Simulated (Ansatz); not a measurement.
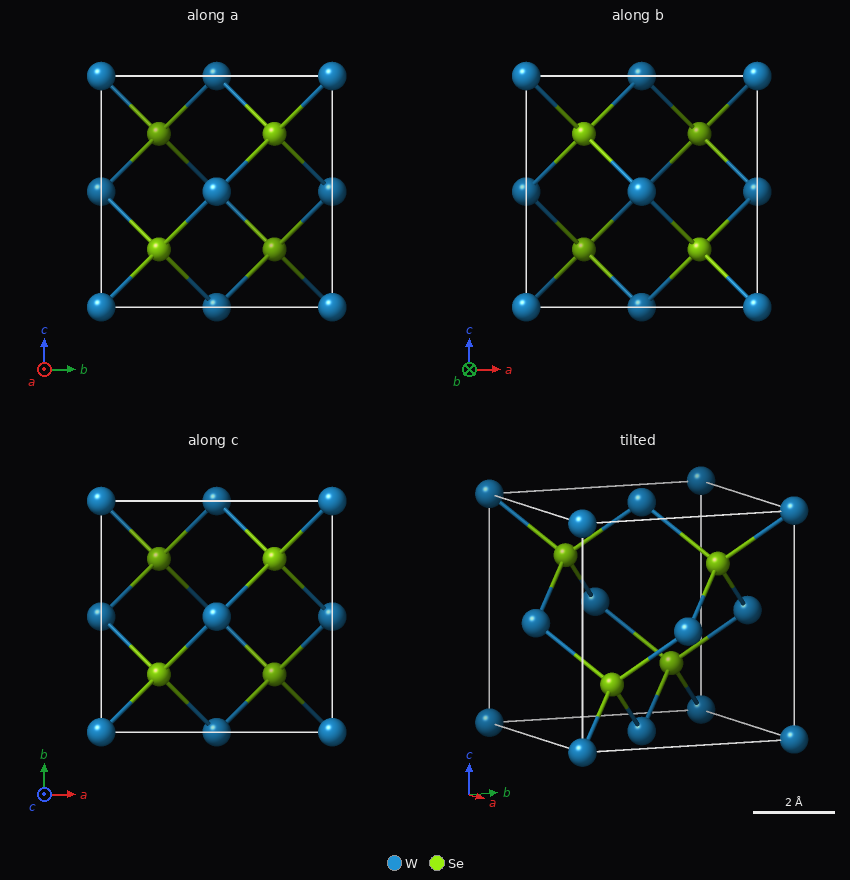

The image is a ball-and-stick drawing of a crystal, viewed along the a axis, along the b axis, along the c axis and slightly off an axis. The edges of the conventional unit cell are marked.

Lattice parameters: a = 5.752 Å, b = 5.752 Å, c = 5.752 Å, α = 90.00°, β = 90.00°, γ = 90.00°.

Q: Give the atomic positions as a table of Wyckoff sites.

A: Space group F-43m (No. 216).
| atom | site | x | y | z |
| --- | --- | --- | --- | --- |
| W | 4a | 0.0000 | 0.0000 | 0.0000 |
| Se | 4d | 0.2500 | 0.2500 | 0.7500 |

The model was built from a structure type filled with these elements by a generator (whether the compound takes this form wasn't checked). Earlier steps of the study may have refined or changed the cell and positions. A calculation with Ansatz used it as input.

At this level of theory the cell isn't at rest (stretched, at -4 GPa), so its distances can differ from those at equilibrium, the more so the softer the solid.
